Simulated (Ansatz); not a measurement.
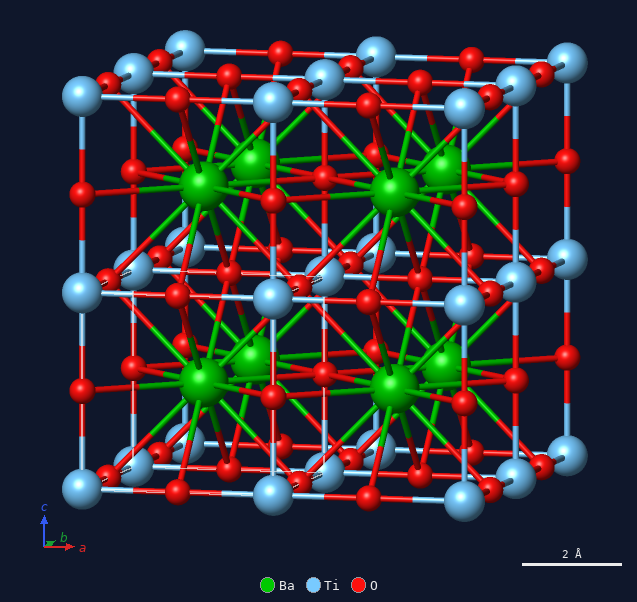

The image is a ball-and-stick drawing of a crystal, viewed slightly off an axis. Shown are 2×2×2 repeats of the conventional unit cell, one of them outlined in solid lines.

What is this?

The stoichiometry is BaTiO$_{3}$. The symmetry is that of Pm-3m (No. 221), on a primitive cubic lattice. It adopts the structure known as cubic perovskite. One cell contains 1 Ba, 1 Ti, 3 O, 5 atoms in all. The Ba atoms are each bonded to twelve O in a cuboctahedral arrangement at about 2.8 Å. The coordination shell of Ti holds six O in an octahedral arrangement at about 2.0 Å. O is linked to four Ba and two Ti in a distorted octahedral arrangement (about 2.8 Å to Ba, 2.0 Å to Ti). The bonds build a three-dimensional framework.

Origin of the cell: a structure listed in the Materials Project. Earlier steps of the study may have refined or changed the cell and positions. It was the input of a calculation with Ansatz.
